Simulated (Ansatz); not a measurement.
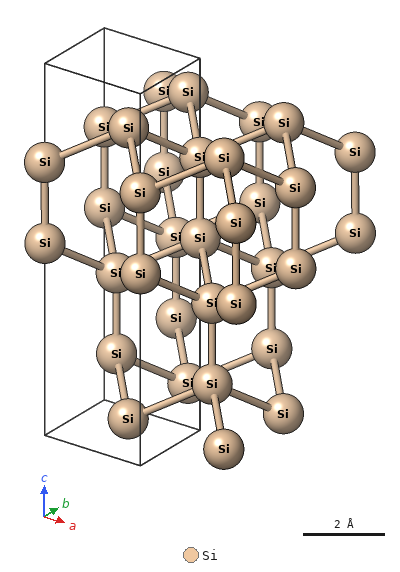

This is the input geometry for a relaxation of a crystal of Si (set up in P-1). The picture is a ball-and-stick view of the larger cell on standard axes (3 times the calculation's cell), repeated 2 × 2 × 1 with one cell outlined, seen slightly off an axis.

All numbers below come from DFT PBE, scalar-relativistic, plane waves, PAW (Ansatz 0.2.0).

Input
```yaml
crystal:
  lattice:
    - [0.0, 2.7348811941, 2.7348811941]
    - [2.7348811941, 0.0, 2.7348811941]
    - [2.7348811941, 2.7348811941, 0.0]
  atoms:
    - { symbol: Si, position: [0.5212810182, 0.5111286326, 0.5146680699] }
    - { symbol: Si, position: [0.7287189818, 0.7388713674, 0.7353319301] }
basis:
  ecutwfc: 420
kpoints:
  mp_grid: { grid: [8, 8, 8] }
hamiltonian:
  xc: pbe
scf:
  occupations: { method: gaussian, width: 0.05 }
output:
  forces: true
  stress: true
  eigenvalues: true
relax:
  adjacent_minimum: "off"
  f_tol: 0.01
  max_steps: 80
  cell: { stress_tol: 0.1 }
```

Run as
```bash
ansatz run input.yaml --threads 2 --pin off --max-ram 5120MiB --backend cpu --events-out ev --progress --plain --runs-dir out
```

Q: What does the optimiser find from here?

A: Over 3 accepted moves (4 points after the start) the energy falls by 0.754 eV per cell of the calculation. Largest force component: 3.3 eV/Å at the start, 0.0017 eV/Å at the end. The pressure goes from 4.30 to 0.00 GPa. The SCF was repeated once at an unchanged geometry on a basis and grid sized afresh for the cell, which shifted the energy by less than 0.05 meV per cell of the calculation at most. The largest moves, 0.15 Å, are those of Si1 and Si2. Si1 goes along [0 −1 −3]. The cell doesn't change. Near-neighbour distances that change, for instance: Si1–Si2 2.072 → 2.369 Å, Si1–Si2 (another image) 2.517 → 2.369 Å, Si1–Si2 (another image) 2.478 → 2.369 Å, Si1–Si2 (another image) 2.456 → 2.369 Å. Bond angles that change, for instance: Si2–Si1–Si2 101.5° → 109.5°, Si2–Si1–Si2 117.1° → 109.5°, Si2–Si1–Si2 102.1° → 109.5°. Within 0.06 Å the space group is C2/m at the start and Fd-3m at the end; at a tighter tolerance small leftover displacements or strains of the cell lower it.

The end point in the same view:

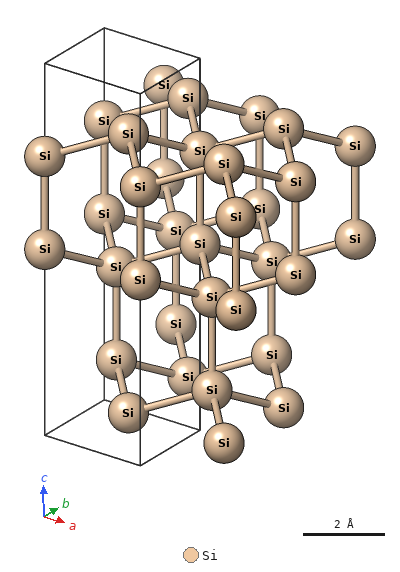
